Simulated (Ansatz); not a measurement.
# A defect in a wire: Ta wire along [111], 4 atoms a period, H placed on top of one Ta, part 3 of 4

Wanted: the relaxed defect and the transmission past it, beside the channels of the perfect wire.

Ansatz 0.2.0; DFT PBE, plane waves, PAW; relaxation of a wire's period (the session's first sound run).

So far, conductance of the lead as this run defines it (G₀): step 3 (bands of the perfect wire) 3.21.

### 4. Relaxation of the scattering region

This step: DFT PBE, plane waves, PAW; relaxation of a junction in a wire, ends held (Ansatz 0.2.0).

System of this step: Ta wire along [111], 4 atoms a period, H placed on top of one Ta. The cell holds 37 atoms: 36 Ta and 1 H. Cell: a = 11.495 Å, b = 9.511 Å, c = 28.435 Å, α = 90.0°, β = 90.0°, γ = 90.0°. Regions: held atoms, 24 atoms (24 Ta); free atoms, 13 atoms (12 Ta and 1 H). Vacuum lies along a and b. The structure's axis is c.

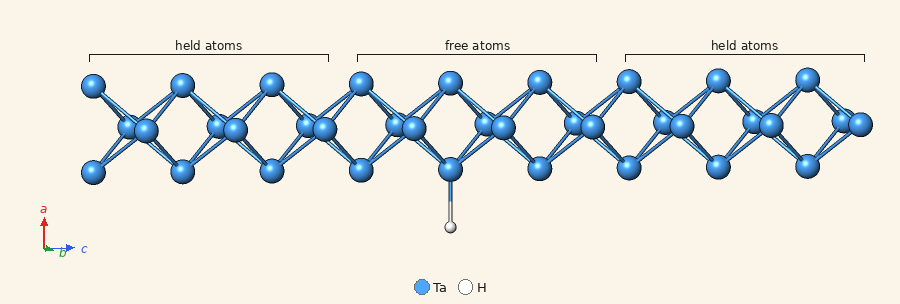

The cell of this step (tantalum blue, hydrogen white).

13 atoms at the defect are free to relax, while 24 stay where the perfect wire has them, so that the ends still repeat as a lead. The cutoff is set under the files' recommended one to save time.

Input file input.yaml:

```yaml
crystal:
  lattice:
    - [11.495, 0.0, 0.0]
    - [0.0, 9.511, 0.0]
    - [0.0, 0.0, 28.4347458894]
  atoms:
    - { symbol: Ta, position: [0.369471078, 0.499987838, 0.0] }
    - { symbol: Ta, position: [0.500008222, 0.342111337, 0.055553084] }
    - { symbol: Ta, position: [0.500008222, 0.657864339, 0.055558027] }
    - { symbol: Ta, position: [0.630545366, 0.499987838, 0.0] }
    - { symbol: Ta, position: [0.369471078, 0.499987838, 0.111111111] }
    - { symbol: Ta, position: [0.500008222, 0.342111337, 0.166664195] }
    - { symbol: Ta, position: [0.500008222, 0.657864339, 0.166669138] }
    - { symbol: Ta, position: [0.630545366, 0.499987838, 0.111111111] }
    - { symbol: Ta, position: [0.369471078, 0.499987838, 0.222222222] }
    - { symbol: Ta, position: [0.500008222, 0.342111337, 0.277775306] }
    - { symbol: Ta, position: [0.500008222, 0.657864339, 0.277780249] }
    - { symbol: Ta, position: [0.630545366, 0.499987838, 0.222222222] }
    - { symbol: Ta, position: [0.369471078, 0.499987838, 0.333333333] }
    - { symbol: Ta, position: [0.500008222, 0.342111337, 0.388886417] }
    - { symbol: Ta, position: [0.500008222, 0.657864339, 0.388891361] }
    - { symbol: Ta, position: [0.630545366, 0.499987838, 0.333333333] }
    - { symbol: Ta, position: [0.369471078, 0.499987838, 0.444444444] }
    - { symbol: Ta, position: [0.500008222, 0.342111337, 0.499997528] }
    - { symbol: Ta, position: [0.500008222, 0.657864339, 0.500002472] }
    - { symbol: Ta, position: [0.630545366, 0.499987838, 0.444444444] }
    - { symbol: Ta, position: [0.369471078, 0.499987838, 0.555555556] }
    - { symbol: Ta, position: [0.500008222, 0.342111337, 0.611108639] }
    - { symbol: Ta, position: [0.500008222, 0.657864339, 0.611113583] }
    - { symbol: Ta, position: [0.630545366, 0.499987838, 0.555555556] }
    - { symbol: Ta, position: [0.369471078, 0.499987838, 0.666666667] }
    - { symbol: Ta, position: [0.500008222, 0.342111337, 0.722219751] }
    - { symbol: Ta, position: [0.500008222, 0.657864339, 0.722224694] }
    - { symbol: Ta, position: [0.630545366, 0.499987838, 0.666666667] }
    - { symbol: Ta, position: [0.369471078, 0.499987838, 0.777777778] }
    - { symbol: Ta, position: [0.500008222, 0.342111337, 0.833330862] }
    - { symbol: Ta, position: [0.500008222, 0.657864339, 0.833335805] }
    - { symbol: Ta, position: [0.630545366, 0.499987838, 0.777777778] }
    - { symbol: Ta, position: [0.369471078, 0.499987838, 0.888888889] }
    - { symbol: Ta, position: [0.500008222, 0.342111337, 0.944441973] }
    - { symbol: Ta, position: [0.500008222, 0.657864339, 0.944446916] }
    - { symbol: Ta, position: [0.630545366, 0.499987838, 0.888888889] }
    - { symbol: H, position: [0.194612444, 0.499977425, 0.444444444], spin: 0.4 }
magnetization:
  spin_polarized: true
kpoints:
  mp_grid: { grid: [1, 1, 1] }
scf:
  occupations: { method: fermi_dirac, width: 0.1 }
hamiltonian:
  xc: pbe
relax:
  constraints:
    - { sites: [0, 1, 2, 3, 4, 5, 6, 7, 8, 9, 10, 11, 24, 25, 26, 27, 28, 29, 30, 31, 32, 33, 34, 35] }
  f_tol: 0.06
  max_steps: 35
basis:
  ecutwfc: "350 eV"
```

Launch:

```bash
ansatz run input.yaml --threads 4 --pin off --max-ram 16384MiB --backend cpu --events-out ev --progress --plain --runs-dir out
```

Numbers of over 12 decimals in the logs are rounded to 6 here.

Output:

```text
Warning: the atoms were moved onto the symmetric positions of the space group found under crystal.symmetry.tolerance 1.0e-5 (fractional; no operation is sought that the atoms, as they stand in a round, miss by more than twice it, and no atom is moved by as much as it), and the run uses the moved positions. Before a round's move an operation carried an atom to 1.41e-4 Å from where it should land, the largest such dist [...]
Warning: at least one further symmetry operation maps every atom of the structure, as the run holds it, onto an atom to within 2.03e-5 (fractional), and is not used: no operation is sought that the atoms, as the run holds them, miss by more than 2.00e-5, twice crystal.symmetry.tolerance (1.0e-5). The run uses 2 unitary operations. The run imposes no operation that its atoms and lattice do not hold. Figures that only  [...]
[...]
Warning: crystal.symmetry: narrowed to the stabiliser of the relax constraints — unitary ops 2 → 1; lowered at sites 9, 10, 21, 22 (the operations that carried what is held of a site onto what its image site leaves free; the constrained walk keeps no symmetry that its constraints do not admit)
[...]
Crystal: 37 atoms, lattice volume = 3108.741 Å³
Basis set: ecut = 350 eV, 46253 PW (Γ), exchange–correlation on 144×120×360 points (8 copies of the dense FFT grid, shifted against one another)
Bands: 282, of which v1, the nominal top of the filled ones, is band 235 counted from 1 (234 counted from 0)
Symmetry: 1 space group operations
k-points: 1
[...]
Starting moments: Σ|m| = 0.4 μB on 1 of 37 sites
[...]
SCF iter   1: F=—  HF=-357568.763617 eV  |F-HF|=—  |Δ(HF+E_count)|=         —  Δρ=2.09e-2 (↑2.06e-2 ↓2.09e-2)  dr2=2.56e2  dr2_m=4.29e-2  M=0.007 μB ∫|m|=0.144 μB  β_m=0.30  ethr=3.10e-3  ⟨swp⟩=9.0  Hψ=2412  notcnv=0
[...]
spin=Collinear: LDOS preconditioning applied to the charge; magnetization (m = ρ↑ − ρ↓) channel mixes plain (no charge-response kernel on spin).
SCF iter   2: F=—  HF=-357513.102411 eV  |F-HF|=—  |Δ(HF+E_count)|=    5.57e1  Δρ=1.07e-2 (↑1.04e-2 ↓1.07e-2)  dr2=3.26e1  dr2_m=2.75e-2  M=0.014 μB ∫|m|=0.109 μB  β_m=0.30  ethr=3.10e-3  ⟨swp⟩=8.0  Hψ=2352  notcnv=0
[...]
SCF iter   7: F=—  HF=-357507.204110 eV  |F-HF|=—  |Δ(HF+E_count)|=   1.84e-4  Δρ=3.46e-4 (↑3.33e-4 ↓3.46e-4)  dr2=3.43e-3  dr2_m=2.14e-3  M=0.001 μB ∫|m|=0.043 μB  β_m=0.30  ethr=9.23e-6  ⟨swp⟩=3.0  Hψ=946  notcnv=0
[...]
spin-set hold released at iteration 7 (site moments contracting): the magnetisation degrees of freedom join the quasi-Newton model from the next iteration; the mixer history was flushed
SCF iter   8: F=—  HF=-357507.206672 eV  |F-HF|=—  |Δ(HF+E_count)|=   2.56e-3  Δρ=2.65e-4 (↑2.52e-4 ↓2.65e-4)  dr2=1.65e-3  dr2_m=1.31e-3  M=-0.001 μB ∫|m|=0.036 μB  β_m=0.65  ethr=7.31e-7  ⟨swp⟩=2.0  Hψ=778  notcnv=0
[...]
SCF iter  12: F=-357507.211281 eV  HF=-357507.211281 eV  |F-HF|=4.65e-7  |Δ(HF+E_count)|=   3.98e-6  Δρ=2.10e-6 (↑1.68e-6 ↓2.10e-6)  dr2=7.65e-7  dr2_m=5.74e-8  M=-0.001 μB ∫|m|=0.003 μB  ethr=5.72e-10  ⟨swp⟩=3.5  Hψ=1217  notcnv=0
WARN: the starting moments were not kept: the SCF closed with an absolute magnetisation of 2.5e-3 μB, where they sum to 0.4 μB in size (1 site). That is at most 0.1 of that sum. Measured as dr2_m measures the in/out step, that magnetisation stands 6.4e-8 eV from none, at or under the dr2_threshold of 9.0e-5 eV: it is no larger than a step whose dr2_m would equal this threshold. The system may hold no moment; this SCF [...]
SCF 1 converged in 12 iterations: F = -357507.211281 eV  dr2 = 7.65e-7
[...]
relax step   1: F+E_penalty+E_count = -357507.21128063 eV  Δ(F+E_penalty+E_count) = +0.000e0 eV  max|allowed force component| = 1.738e0 eV/Å  Δτ_max = 0.0000 Å  (12 SCF iters, dr2 threshold 9.00e-5 eV, accepted)
[...]
Starting moments: Σ|m| = 0.4 μB on 1 of 37 sites; this step starts from the density that it was given
[...]
SCF iter   6: F=-357507.077147 eV  HF=-357507.077155 eV  |F-HF|=8.45e-6  |Δ(HF+E_count)|=   4.93e-5  Δρ=9.63e-6 (↑9.15e-6 ↓9.63e-6)  dr2=2.29e-5  dr2_m=3.73e-7  M=0.002 μB ∫|m|=0.004 μB  ethr=2.13e-8  ⟨swp⟩=3.0  Hψ=2439  notcnv=0
the starting moments were not kept: the SCF closed with an absolute magnetisation of 4.3e-3 μB, where they sum to 0.4 μB in size (1 site). That is at most 0.1 of that sum. Measured as dr2_m measures the in/out step, that magnetisation stands 2.9e-7 eV from none, at or under the dr2_threshold of 1.0e-4 eV: it is no larger than a step whose dr2_m would equal this threshold.
SCF 2 converged in 6 iterations: F = -357507.077147 eV  dr2 = 2.29e-5
relax step   2: F+E_penalty+E_count = -357507.07714678 eV  Δ(F+E_penalty+E_count) = +1.341e-1 eV  max|allowed force component| = 3.263e0 eV/Å  Δτ_max = 0.1902 Å  (6 SCF iters, dr2 threshold 1.00e-4 eV, rejected (line search))
SCF iter   1: F=—  HF=-357507.358224 eV  |F-HF|=—  |Δ(HF+E_count)|=         —  Δρ=1.32e-3 (↑1.08e-3 ↓1.32e-3)  dr2=5.82e-1  dr2_m=2.26e-3  M=-0.002 μB ∫|m|=0.030 μB  β_m=0.30  ethr=7.95e-4  ⟨swp⟩=6.0  Hψ=1064  notcnv=0
[...]
SCF iter  11: F=-357507.316967 eV  HF=-357507.316967 eV  |F-HF|=5.82e-11  |Δ(HF+E_count)|=   3.32e-9  Δρ=1.03e-7 (↑1.03e-7 ↓8.60e-8)  dr2=7.51e-10  dr2_m=1.97e-10  M=-0.000 μB ∫|m|=0.000 μB  ethr=1.00e-12  ⟨swp⟩=1.0  Hψ=1846  notcnv=0
[...]
SCF 3 converged in 11 iterations: F = -357507.316967 eV  dr2 = 7.51e-10
relax step   3: F+E_penalty+E_count = -357507.31696743 eV  Δ(F+E_penalty+E_count) = -1.057e-1 eV  max|allowed force component| = 1.493e-1 eV/Å  Δτ_max = 0.0904 Å  (11 SCF iters, accepted)
[... from here on, the SCF cycles and remarks between the steps are left out ...]
relax step   4: F+E_penalty+E_count = -357507.28157833 eV  Δ(F+E_penalty+E_count) = +3.539e-2 eV  max|allowed force component| = 4.059e-1 eV/Å  Δτ_max = 0.0685 Å  (9 SCF iters, rejected (line search))
relax step   5: F+E_penalty+E_count = -357507.32210970 eV  Δ(F+E_penalty+E_count) = -5.142e-3 eV  max|allowed force component| = 3.887e-2 eV/Å  Δτ_max = 0.0342 Å  (9 SCF iters, accepted)
relax step   6: F+E_penalty+E_count = -357507.32514838 eV  Δ(F+E_penalty+E_count) = -3.039e-3 eV  max|allowed force component| = 3.381e-2 eV/Å  Δτ_max = 0.0494 Å  (8 SCF iters, accepted)
[...]
relax step  10: F+E_penalty+E_count = -357507.41867594 eV  Δ(F+E_penalty+E_count) = -5.178e-2 eV  max|allowed force component| = 2.550e-1 eV/Å  Δτ_max = 0.1954 Å  (7 SCF iters, dr2 threshold 2.95e-5 eV, accepted)
relax step  11: F+E_penalty+E_count = -357507.49693971 eV  Δ(F+E_penalty+E_count) = -7.826e-2 eV  max|allowed force component| = 3.620e-1 eV/Å  Δτ_max = 0.1956 Å  (7 SCF iters, dr2 threshold 6.50e-5 eV, accepted)
relax step  12: F+E_penalty+E_count = -357507.60448247 eV  Δ(F+E_penalty+E_count) = -1.075e-1 eV  max|allowed force component| = 4.708e-1 eV/Å  Δτ_max = 0.1957 Å  (6 SCF iters, dr2 threshold 1.00e-4 eV, accepted)
relax step  13: F+E_penalty+E_count = -357507.73920043 eV  Δ(F+E_penalty+E_count) = -1.347e-1 eV  max|allowed force component| = 5.392e-1 eV/Å  Δτ_max = 0.1955 Å  (6 SCF iters, dr2 threshold 1.00e-4 eV, accepted)
relax step  14: F+E_penalty+E_count = -357507.87924559 eV  Δ(F+E_penalty+E_count) = -1.400e-1 eV  max|allowed force component| = 4.598e-1 eV/Å  Δτ_max = 0.1952 Å  (6 SCF iters, dr2 threshold 1.00e-4 eV, accepted)
relax step  15: F+E_penalty+E_count = -357507.96290399 eV  Δ(F+E_penalty+E_count) = -8.366e-2 eV  max|allowed force component| = 2.272e-1 eV/Å  Δτ_max = 0.1975 Å  (6 SCF iters, dr2 threshold 1.00e-4 eV, accepted)
relax step  16: F+E_penalty+E_count = -357507.97567291 eV  Δ(F+E_penalty+E_count) = -1.277e-2 eV  max|allowed force component| = 1.853e-1 eV/Å  Δτ_max = 0.1349 Å  (7 SCF iters, dr2 threshold 1.26e-5 eV, accepted)
relax step  17: F+E_penalty+E_count = -357507.98503370 eV  Δ(F+E_penalty+E_count) = -9.361e-3 eV  max|allowed force component| = 3.578e-2 eV/Å  Δτ_max = 0.0482 Å  (6 SCF iters, dr2 threshold 8.39e-6 eV, accepted)
[...]
SCF iter   4: F=-357507.985036 eV  HF=-357507.985036 eV  |F-HF|=5.18e-9  |Δ(HF+E_count)|=   1.87e-7  Δρ=2.04e-7 (↑1.97e-7 ↓2.04e-7)  dr2=1.35e-8  dr2_m=1.57e-10  M=-0.000 μB ∫|m|=0.000 μB  ethr=2.13e-11  ⟨swp⟩=5.0  Hψ=1727  notcnv=0
[...]
SCF 18 converged in 4 iterations: F = -357507.985036 eV  dr2 = 1.35e-8
relax step  18: F+E_penalty+E_count = -357507.98503555 eV  Δ(F+E_penalty+E_count) = -1.850e-6 eV  max|allowed force component| = 3.543e-2 eV/Å  Δτ_max = 0.0000 Å  (4 SCF iters, accepted)
SCF converged after 4 iterations
Magnetization: -0.0000 μB (234.5000 up, 234.5000 down)
Absolute magnetization: 0.0001 μB (∫|ρ↑−ρ↓|, with the PAW one-centre terms)
[...]
Per-site moments (μB) at R_I (Å): [(-2.148570427181706e-7, 1.091508), (4.4374560210030503e-7, 1.091508), (4.6606999694483595e-7, 1.091508), (-3.168611913724682e-8, 1.091508), (4.2222866138399657e-7, 1.091508), (4.0697848054860524e-7, 1.091508), (4.3250419134452874e-7, 1.091508), (-9.515110160595477e-8, 1.091508), (-7.02810864129251e-8, 1.091508), (6.587803422450853e-7, 1.091384), (6.963075259747492e-7, 1.091383), (-1 [...]
Free energy (F): -357507.985036 eV
[...]
Internal energy: -357506.724101 eV  (E = F + TS)
E sigma→0 (E₀):  -357507.354568 eV
Entropy (-TS):   -1.260934 eV (-34.079 meV/atom)
Fermi energy:    1.389525 eV
[...]
--- Forces (eV/Å), atoms counted from 1 ---
  atom   1  Ta    -0.04676772    -0.00000084     0.00258683
  atom   2  Ta    -0.00427046    -0.03170602     0.01293568
  atom   3  Ta    -0.00427054     0.03170694     0.01293529
  atom   4  Ta     0.00141109    -0.00000069    -0.00162989
  atom   5  Ta    -0.01796741     0.00000105    -0.05369250
  atom   6  Ta    -0.01547137    -0.03611029     0.00428479
  atom   7  Ta    -0.01547147     0.03610983     0.00428367
  atom   8  Ta     0.04600051     0.00000018     0.02032278
  atom   9  Ta     0.02014443     0.00000039     0.10001495
  atom  10  Ta    -0.02984546    -0.01868062    -0.01543376
  atom  11  Ta    -0.02985687     0.01867399    -0.01542306
  atom  12  Ta     0.04594555    -0.00000027    -0.06938982
  atom  13  Ta    -0.00386868     0.00000355    -0.00922288
  atom  14  Ta    -0.00050433     0.00987511     0.01876268
  atom  15  Ta    -0.00049001    -0.00987116     0.01875869
  atom  16  Ta    -0.01146608    -0.00000818    -0.00237758
  atom  17  Ta     0.01844978    -0.00001290     0.00484318
  atom  18  Ta    -0.03426887     0.01233357     0.00798969
  atom  19  Ta    -0.03418443    -0.01230764     0.00799794
  atom  20  Ta     0.00492695     0.00001875     0.00046365
  atom  21  Ta     0.03543359    -0.00000080    -0.02517537
  atom  22  Ta    -0.00285497    -0.01211556    -0.02256938
  atom  23  Ta    -0.00282937     0.01211833    -0.02256465
  atom  24  Ta     0.01388883     0.00001311    -0.00103813
  atom  25  Ta    -0.02829856    -0.00001038    -0.22360797
  atom  26  Ta     0.02400600    -0.03972868     0.03799417
  atom  27  Ta     0.02400361     0.03972566     0.03798353
  atom  28  Ta     0.06112524     0.00000493     0.19073056
  atom  29  Ta    -0.01509077     0.00000072    -0.02083454
  atom  30  Ta    -0.02482909    -0.03392169    -0.00193032
  atom  31  Ta    -0.02482944     0.03392125    -0.00192924
  atom  32  Ta     0.01749157    -0.00000080    -0.00338899
  atom  33  Ta    -0.01623766     0.00000156     0.04560838
  atom  34  Ta     0.00600521    -0.03198340    -0.01273282
  atom  35  Ta     0.00600505     0.03198385    -0.01273268
  atom  36  Ta     0.04755302     0.00000049    -0.01368257
  atom  37  H     -0.00862638    -0.00003077     0.00086320
  max |Σ_I F_I| component: 9.05e-5 eV/Å
--- Relaxed structure (18 steps of the walk, 16 accepted, 0 SCFs on fresh bases) ---
  F+E_penalty+E_count = -357507.98503555 eV   max|allowed force component| = 3.543e-2 eV/Å
  atoms:
    - { symbol: Ta, position: [0.369471078, 0.499988, -6.756755262275798e-11] }
    - { symbol: Ta, position: [0.500008222, 0.342111, 0.055556] }
    - { symbol: Ta, position: [0.500008222, 0.657864, 0.055556] }
    - { symbol: Ta, position: [0.630545366, 0.499988, -6.756755262275798e-11] }
    - { symbol: Ta, position: [0.369471078, 0.499988, 0.111111] }
    - { symbol: Ta, position: [0.500008222, 0.342111, 0.166667] }
    - { symbol: Ta, position: [0.500008222, 0.657864, 0.166667] }
    - { symbol: Ta, position: [0.630545366, 0.499988, 0.111111] }
    - { symbol: Ta, position: [0.369471078, 0.499988, 0.222222] }
    - { symbol: Ta, position: [0.500008222, 0.342111, 0.277778] }
    - { symbol: Ta, position: [0.500008222, 0.657864, 0.277778] }
    - { symbol: Ta, position: [0.630545366, 0.499988, 0.222222] }
    - { symbol: Ta, position: [0.372866, 0.499988, 0.335050] }
    - { symbol: Ta, position: [0.505178, 0.341729, 0.388571] }
    - { symbol: Ta, position: [0.505178, 0.658246, 0.388571] }
    - { symbol: Ta, position: [0.634181, 0.499988, 0.331881] }
    - { symbol: Ta, position: [0.376129, 0.499988, 0.447896] }
    - { symbol: Ta, position: [0.518384, 0.341200, 0.500037] }
    - { symbol: Ta, position: [0.518384, 0.658775, 0.500037] }
    - { symbol: Ta, position: [0.638109, 0.499987, 0.442553] }
    - { symbol: Ta, position: [0.373295, 0.499988, 0.551412] }
    - { symbol: Ta, position: [0.498484, 0.341808, 0.611418] }
    - { symbol: Ta, position: [0.498484, 0.658167, 0.611418] }
    - { symbol: Ta, position: [0.634908, 0.499987, 0.558221] }
    - { symbol: Ta, position: [0.369471078, 0.499988, 0.666667] }
    - { symbol: Ta, position: [0.500008222, 0.342111, 0.722222] }
    - { symbol: Ta, position: [0.500008222, 0.657864, 0.722222] }
    - { symbol: Ta, position: [0.630545366, 0.499988, 0.666667] }
    - { symbol: Ta, position: [0.369471078, 0.499988, 0.777778] }
    - { symbol: Ta, position: [0.500008222, 0.342111, 0.833333] }
    - { symbol: Ta, position: [0.500008222, 0.657864, 0.833333] }
    - { symbol: Ta, position: [0.630545366, 0.499988, 0.777778] }
    - { symbol: Ta, position: [0.369471078, 0.499988, 0.888889] }
    - { symbol: Ta, position: [0.500008222, 0.342111, 0.944444] }
    - { symbol: Ta, position: [0.500008222, 0.657864, 0.944444] }
    - { symbol: Ta, position: [0.630545366, 0.499988, 0.888889] }
    - { symbol: H, position: [0.257584, 0.499992, 0.499042] }
```

It took 9.4 min on 4 threads of Arm Neoverse V1, shared host; peak memory 3.5 GiB.

The steps of the relaxation:

| step | energy less that of the first step (eV) | largest force component (eV/Å) |
| --- | --- | --- |
| 1 | 0.0000 | 1.7382 |
| 2 | 0.1341 | 3.2625 |
| 3 | -0.1057 | 0.1493 |
| 4 | -0.0703 | 0.4059 |
| 5 | -0.1108 | 0.0389 |
| 6 | -0.1139 | 0.0338 |
| 7 | -0.1184 | 0.0634 |
| 8 | -0.1290 | 0.1068 |
| 9 | -0.1556 | 0.1718 |
| 10 | -0.2074 | 0.2550 |
| 11 | -0.2857 | 0.3620 |
| 12 | -0.3932 | 0.4708 |
| 13 | -0.5279 | 0.5392 |
| 14 | -0.6680 | 0.4598 |
| 15 | -0.7516 | 0.2272 |
| 16 | -0.7644 | 0.1853 |
| 17 | -0.7738 | 0.0358 |
| 18 | -0.7738 | 0.0354 |

Relaxation steps 2, 4 were tried and not accepted.

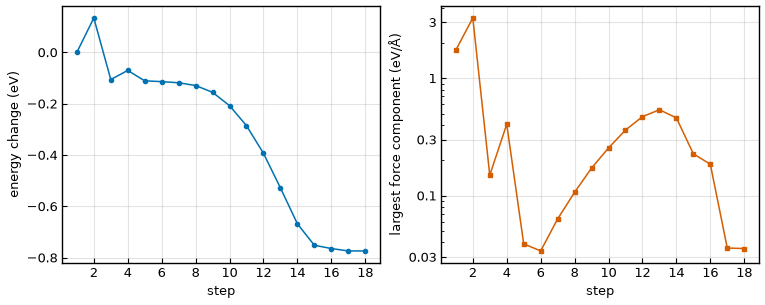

Energy and largest force along the relaxation.

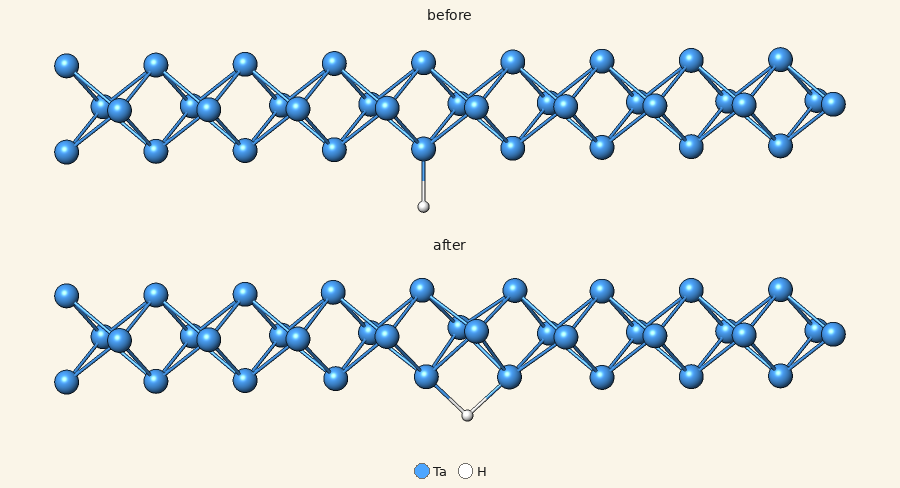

The structure before and after the relaxation, drawn at the same scale.

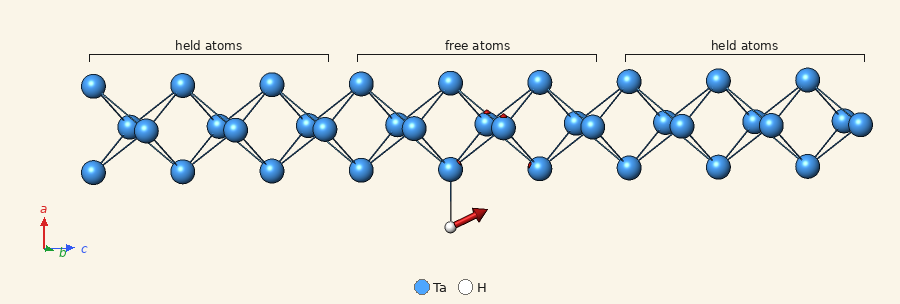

Displacements in the relaxation, scaled; the longest in the cell stands for 1.71 Å.

The atoms that moved most (Å):

| atom | dx | dy | dz | length |
| --- | --- | --- | --- | --- |
| H37 | 0.724 | 0.000 | 1.552 | 1.713 |
| Ta18 | 0.211 | -0.009 | 0.001 | 0.211 |
| Ta19 | 0.211 | 0.009 | 0.001 | 0.211 |
| Ta21 | 0.044 | 0.000 | -0.118 | 0.126 |
| Ta17 | 0.077 | 0.000 | 0.098 | 0.124 |
| Ta20 | 0.087 | 0.000 | -0.054 | 0.102 |
| Ta24 | 0.050 | 0.000 | 0.076 | 0.091 |
| Ta13 | 0.039 | 0.000 | 0.049 | 0.063 |

Numbers from this step:

| Property | Result |
| --- | --- |
| energy at zero smearing | -357507.3546 eV |

The largest force component on a free atom ends at 0.035 eV/Å, under the limit of 0.06. H ends nearest to Ta at 1.99 Å and Ta at 2.00 Å.

[end of part 3 of 4]

[Logs are printed without paths, hosts, clocks, repeated set-up lines and the standing remarks that a program may print on its own settings, such as how far it seeks lower states.]

[Hosts, paths, dates, database ids (printed as entryN), source tags and the programs' standing remarks are cut or masked in the printed files.]
